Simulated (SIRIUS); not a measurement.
# SnTe: 7 runs along one coordinate

System: SnTe (Fm-3m, 2 atoms in the cell).
Method: Kohn-Sham DFT of a periodic cell, PBE, dojo-sr-pbe-0.4.1-standard, no spin polarisation (SIRIUS 7.12.0).

The 7 runs differ only in the geometry, by an even scaling of the cell at fixed fractional positions. The structure derives from an entry of the Crystallography Open Database.

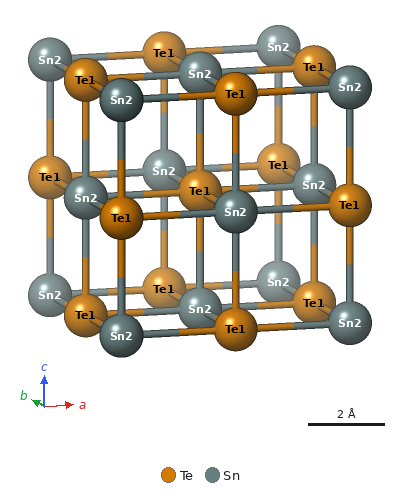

Figure 1. The structure of run 4 (ball-and-stick view of the cell 4 times as large as that of the calculation, set on its symmetry axes, seen slightly off an axis; atoms are numbered from 1 in the order of the input).

### Input of run 4
```
{
  "control": {
    "processing_unit": "cpu",
    "verbosity": 2,
    "num_bands_to_print": 23,
    "print_forces": true,
    "print_stress": true
  },
  "parameters": {
    "electronic_structure_method": "pseudopotential",
    "xc_functionals": ["XC_GGA_X_PBE", "XC_GGA_C_PBE"],
    "gk_cutoff": 9.0,
    "pw_cutoff": 18.0,
    "ngridk": [7, 7, 7],
    "shiftk": [0, 0, 0],
    "smearing": "fermi_dirac",
    "smearing_width": 0.0018374661,
    "num_bands": 23,
    "num_mag_dims": 0,
    "num_dft_iter": 100,
    "energy_tol": 1e-08,
    "density_tol": 1e-06
  },
  "iterative_solver": {
    "type": "davidson",
    "min_tolerance": 1e-10
  },
  "mixer": {
    "type": "anderson",
    "beta": 0.7,
    "max_history": 8
  },
  "settings": {
    "tol_ne": 1e-10
  },
  "unit_cell": {
    "lattice_vectors": [
      [0.0, 5.954243559777, 5.954243559777],
      [5.954243559777, 0.0, 5.954243559777],
      [5.954243559777, 5.954243559777, 0.0]
    ],
    "atom_coordinate_units": "lattice",
    "atom_types": ["Te", "Sn"],
    "atom_files": {
      "Te": "Te.json",
      "Sn": "Sn.json"
    },
    "atoms": {
      "Te": [
        [0.5, 0.5, 0.5]
      ],
      "Sn": [
        [0.0, 0.0, 0.0]
      ]
    }
  }
}
```

Command:
```bash
upf_to_json Te.upf
upf_to_json Sn.upf
OMP_NUM_THREADS=1 sirius.scf --input=sirius.json --output=out.json --task=0
```

Run 6 differs from it as follows:
```diff
-      [0.0, 5.954243559777, 5.954243559777],
-      [5.954243559777, 0.0, 5.954243559777],
-      [5.954243559777, 5.954243559777, 0.0]
+      [0.0, 6.032597855173, 6.032597855173],
+      [6.032597855173, 0.0, 6.032597855173],
+      [6.032597855173, 6.032597855173, 0.0]
```

### Results, with one run withheld

```tsv
run	volume per atom (Å³)	free energy per atom, from the lowest run given (meV)	pressure (GPa)	gap on the mesh (eV)
1	29.404	57.04	5.80	0.60
2	30.030	36.93	4.49	0.64
3	30.656	21.67	3.32	0.68
4	31.281	10.75	2.26	0.67
5	31.907	3.76	1.31	0.67
6	32.532	?	?	?
7	33.158	0.00	−0.32	0.67
```

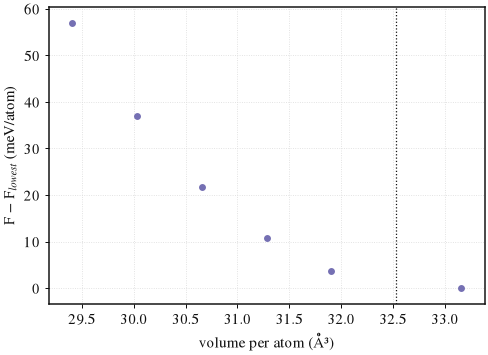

Figure 2. Free energy per atom of the runs given; the dotted line marks run 6.

What should run 6 give?

A cubic polynomial in V^(−2/3) (the Birch–Murnaghan form), fitted to the 6 runs given, misses them by at most 0.01 meV per atom. With x = V^(−2/3) − 0.10126 Å⁻², it reads F = 14.572 + 7689.7 x + 1.0057e+06 x² + 2.0891e+06 x³ (meV per atom). At run 6 it gives 0.29 meV per atom, and the run itself gives 0.29. The slope of the fit gives a pressure −dF/dV of 0.47 GPa there, and the run prints 0.45 GPa. The fit has its minimum at 32.902 Å³ per atom, where V d²F/dV² gives 40.3 GPa: the bulk modulus at this level, since symmetry fixes the shape and the positions. The gap on the mesh lies between 0.60 eV (run 1) and 0.68 eV (run 3); run 6 has 0.67 eV. These are gaps of this functional on this mesh, which can miss the band edges; they aren't the measured gap.

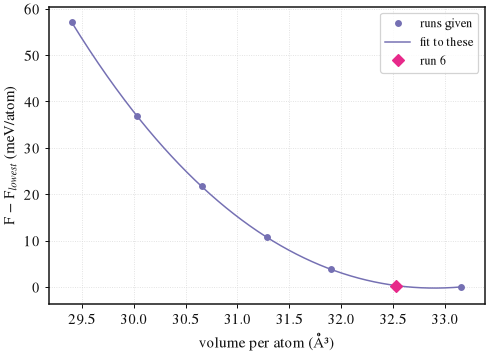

Figure 3. The fit and the withheld run.

### Some lines of the output (run 6)
```
[...]
[find] band gap (eV)                  :       0.66667564
[find] Efermi                         :       0.34605007
[find] Total energy                   :    -183.68780769 (Ha),    -367.37561538 (Ry)
[find] Free energy (E-TS)             :    -183.68780985 (Ha),    -367.37561971 (Ry)
[find] band gap (eV)                  :       0.66668404
[find] Efermi                         :       0.34605038
[find] Total energy                   :    -183.68780770 (Ha),    -367.37561540 (Ry)
[find] Free energy (E-TS)             :    -183.68780986 (Ha),    -367.37561972 (Ry)
[find] band gap (eV)                  :       0.66668674
[find] Efermi                         :       0.34605101
[find] Free energy (E-TS)             :    -183.68780986 (Ha),    -367.37561973 (Ry)
[find] band gap (eV)                  :       0.66668713
[find] Efermi                         :       0.34605075
[find] band gap (eV)                  :       0.66668786
```
